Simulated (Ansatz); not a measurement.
WS$_{2}$: several calculations on one system

Part 1: Relaxation

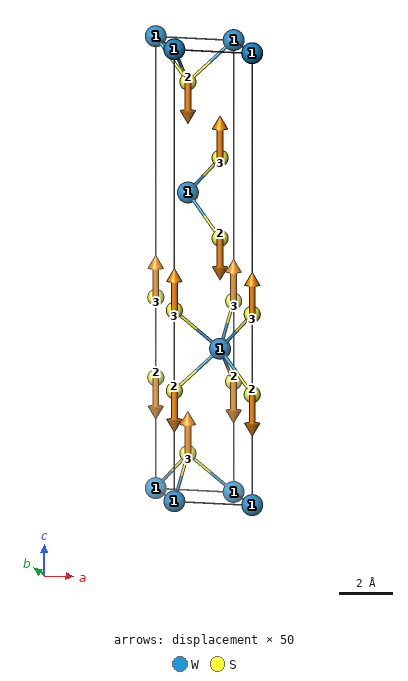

A relaxation of crystalline WS₂ (set up in R3m). The starting structure is drawn; orange arrows show the displacements (the part carried along by the change of the cell is left out), magnified 50 times.

Style: ball-and-stick. Shown: the conventional cell (3 times the calculation's cell), slightly off an axis. Lengths and directions refer to the drawn axes.

Case: volume × 0.94, shape and atoms relaxed.

All numbers below come from DFT PBE+D3(BJ), scalar-relativistic, plane waves, PAW in Ansatz. Settings: plane-wave cutoff 420 eV; k-point mesh 12 × 12 × 12; occupations gaussian; smearing width 0.02 eV; no spin polarisation; cell relaxed at fixed volume; force threshold 0.01 eV/Å; at most 30 steps.

Which element moves most?

Answer. Sulfur: up to 0.033 Å, against 0.000 Å for tungsten.

What did the optimiser do to the structure, and how much energy did it gain?

Answer. The largest moves relative to the cell, 0.033 Å, are those of S2 and S3. S3 goes along +c. W stays in place. The drawn cell changes at constant volume: a = b 3.111 → 3.128 Å (+0.5 %), c 17.535 → 17.353 Å (−1.0 %). Near-neighbour distances that change, for instance: W1–S3 2.378 → 2.396 Å, W1–S2 2.376 → 2.394 Å, W1–W1 3.111 → 3.128 Å. The space group stays R3m (No. 160). Over 4 accepted moves (5 points after the start) the energy falls by 6.0 meV per atom. Largest force component: 0.57 eV/Å at the start, 0.00023 eV/Å at the end. The pressure goes from 7.86 to 4.15 GPa. At 1 point the geometry stayed and the basis and grid were re-selected for the new cell (energy shift of less than 0.05 meV per atom at most each time).

Part 2: Relaxation

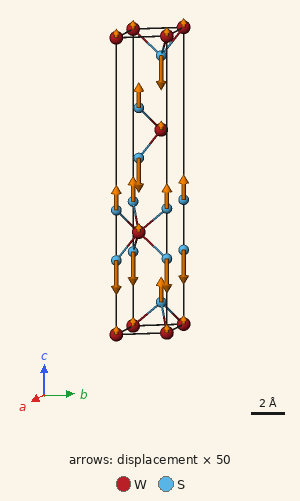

A relaxation of a crystal of WS2 (set up in R3m) (coarse preliminary run). The starting structure is drawn; orange arrows show the displacements (the part carried along by the change of the cell is left out), 50 times their true length.

Style: ball-and-stick. Shown: the conventional cell (3 times the calculation's cell), slightly off an axis. Lengths and directions refer to the drawn axes.

The calculation used Ansatz 0.2.0, DFT PBE+D3(BJ), scalar-relativistic, plane waves, PAW. Settings: plane-wave cutoff 420 eV; k-point mesh 6 × 6 × 6; occupations gaussian; smearing width 0.1 eV; no spin polarisation; cell and atoms relaxed; force threshold 0.05 eV/Å; at most 80 steps.

Which element moves most?

Sulfur: up to 0.044 Å, against 0.012 Å for tungsten.

What happened in the run?

The largest move relative to the cell is that of an S atom, 0.044 Å along −c. Largest moves by element: S 0.044 Å, W 0.012 Å. The drawn cell changes as follows: a = b 3.158 → 3.157 Å (0.0 %), c 18.490 → 18.156 Å (−1.8 %); the volume changes by −1.9 %. Near-neighbour distances that change, for instance: S–W 2.391 → 2.408 Å, S–W 2.415 → 2.409 Å. The space group stays R3m (No. 160). Over 2 accepted moves (3 points after the start) the energy falls by 3.8 meV per atom. The largest force component goes from 0.61 to 0.039 eV/Å. Pressure: 0.55 GPa at the start and −0.19 GPa at the end. The SCF was repeated once at an unchanged geometry on a basis and grid sized afresh for the cell, which shifted the energy by 0.1 meV per atom at most. Cost: 11 s on 1 thread of Intel(R) Xeon(R) Platinum 8375C CPU @ 2.90GHz (Ice Lake), with other jobs on the host, peak memory 0.41 GiB.

Part 3: A change

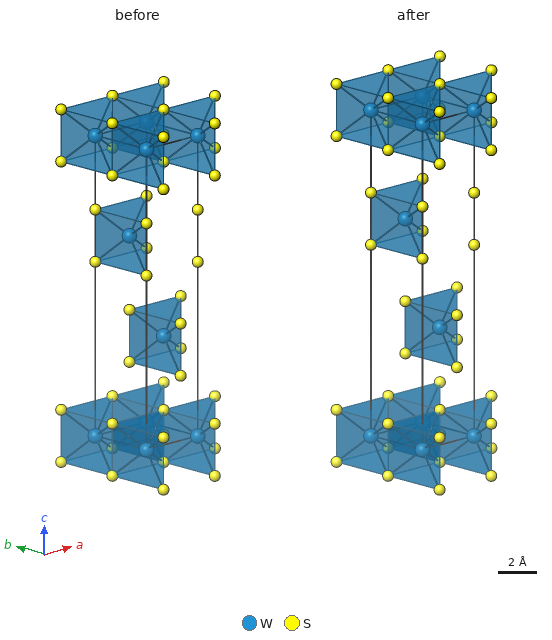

Left: a crystal of WS$_{2}$ (set up in R3m). Right: the same structure after one change, at the same scale. The picture is a polyhedral view of the conventional cell (3 times the calculation's cell), seen from a free direction. Lengths and directions refer to the drawn axes.

Theory: DFT PBE+D3(BJ), scalar-relativistic, plane waves, PAW in Ansatz 0.2.0. (plane-wave cutoff 420 eV; k-point mesh 12 × 12 × 12; occupations gaussian; smearing width 0.02 eV; no spin polarisation)

What distinguishes the right structure from the left one?

Answer. The volume is changed by +10.0 %. The cell's shape and the atoms are relaxed at that volume.

How do the computed properties respond?

Answer. Energy change: +16.5 meV per atom. The pressure goes from 0.0 to −2.4 GPa. Cell: a = b 3.157 → 3.180 Å (+0.7 %), c 18.118 → 19.648 Å (+8.4 %). Volume +10.0 %. The largest moves relative to the cell, 0.13 Å, are those of S atoms. W stays in place. Near-neighbour distances before and after: S–W 2.407 → 2.417 Å. The space group stays R3m (No. 160).
